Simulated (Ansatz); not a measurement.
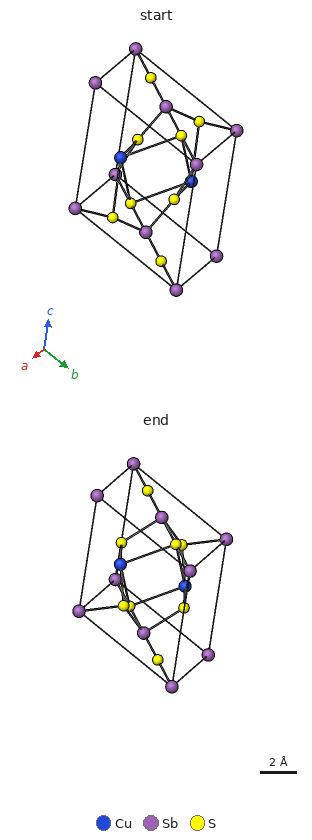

The structure of crystalline CuSbS3 (built on the SrTiO3-140 type type) before (top) and after (bottom) a relaxation, at one scale.

A ball-and-stick model of the cell of the calculation, seen slightly off an axis.

All numbers below come from DFT, PBEsol, plane waves, PAW in Ansatz 0.2.0.

The input:
```yaml
crystal:
  lattice:
    - [-3.68575129, 3.68575129, 5.23614033]
    - [3.68575129, -3.68575129, 5.23614033]
    - [3.68575129, 3.68575129, -5.23614033]
  atoms:
    - { symbol: Cu, position: [0.75, 0.25, 0.5] }
    - { symbol: Cu, position: [0.25, 0.75, 0.5] }
    - { symbol: Sb, position: [0.0, 0.0, 0.0] }
    - { symbol: Sb, position: [0.5, 0.5, 0.0] }
    - { symbol: S, position: [0.77095745, 0.27095745, 0.0419149] }
    - { symbol: S, position: [0.27095745, 0.22904255, 0.5] }
    - { symbol: S, position: [0.72904255, 0.77095745, 0.5] }
    - { symbol: S, position: [0.22904255, 0.72904255, 0.9580851] }
    - { symbol: S, position: [0.75, 0.75, 0.0] }
    - { symbol: S, position: [0.25, 0.25, 0.0] }
kpoints:
  mp_grid: { grid: [4, 4, 4] }
hamiltonian:
  xc: pbesol
scf:
  occupations: { method: fermi_dirac, width: 0.03 }
relax:
  f_tol: 0.01
  cell: {}
  max_steps: 120
output:
  write_density: true
  write_potential: true
  elf: true
  volumetric_format: npy
```

Launched with:
```bash
ansatz run input.yaml --threads 4 --pin off --max-ram 4608MiB --backend cpu --events-out ev --progress --plain --runs-dir out
```

Question: Describe what moved and what it gained.

Answer: Over 9 accepted moves (12 points after the start) the energy falls by 5.052 eV per cell of the calculation. The largest force component goes from 0.32 to 0.00033 eV/Å. Pressure: −6.85 GPa at the start and −0.01 GPa at the end. The line search rejected the trial steps at points 7, 9 of the run. At 1 point the geometry stayed and the basis and grid were re-selected for the new cell (energy shift of 10.5 meV per cell of the calculation at most each time). The largest moves relative to the cell, 1.07 Å, are those of S5, S6, S7 and S8. S6 goes along [1 −1 0]. Cu and Sb stay in place. Cell: a = b = c 7.388 → 6.807 Å (−7.9 %), α 120.2° → 120.6°, β 120.2° → 120.6°, γ 89.7° → 89.0°. Volume −22.3 %. Among the contacts that change: S5–S8 4.775 → 2.240 Å, Cu1–S5 3.543 → 2.674 Å, Cu1–S10 3.686 → 3.373 Å, Sb3–S10 2.618 → 2.428 Å. Bond angles that change, for instance: Sb3–S8–Sb4 170.4° → 124.1°. The space group stays I4/mcm (No. 140). The run took 63 s on 4 threads of Arm Neoverse V1 (shared host), peak memory 0.89 GiB.
